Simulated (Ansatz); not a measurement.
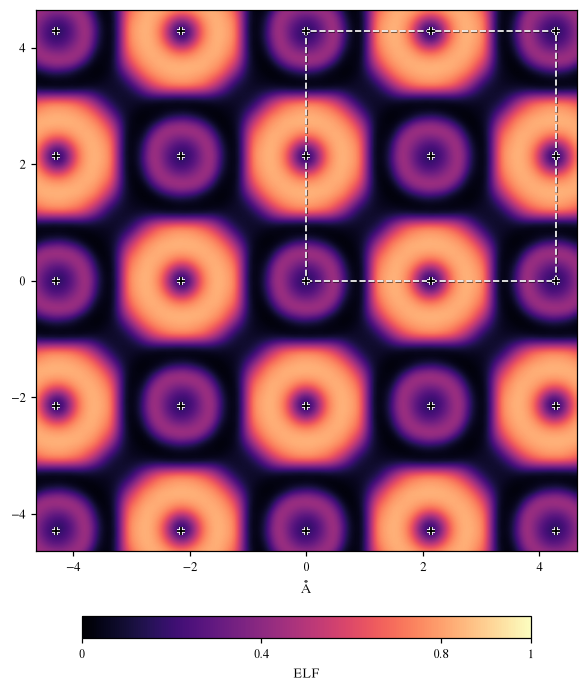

The ELF on a plane through atoms (crosses mark nuclei in the plane).

Computed with DFT, PBE, plane waves, PAW in Ansatz.

Candidates:
A. MgO, a = 4.29 Å, b = 4.29 Å, c = 4.29 Å, α = 90.00°, β = 90.00°, γ = 90.00°. Space group Fm-3m; started from the rocksalt prototype, which need not be the ambient phase; changed on purpose from its base cell (hydrostatic strain +2.0%); computed pressure about −3 GPa in this cell.
B. C, a = 3.63 Å, b = 3.63 Å, c = 3.63 Å, α = 90.00°, β = 90.00°, γ = 90.00°. Space group Fd-3m; started from the diamond prototype, which need not be the ambient phase; changed on purpose from its base cell (hydrostatic strain +2.0%); computed pressure about −20 GPa in this cell.

Which system is this?

Answer. Candidate A: MgO on the (010) plane of the conventional cell, which holds Mg and O. Mg–O (2.14 Å): the ELF peaks at about 0.85 in the valence shell of O, 0.6 Å from its nucleus, and is about 0.35 at the midpoint (an ionic contact with no shared pair).
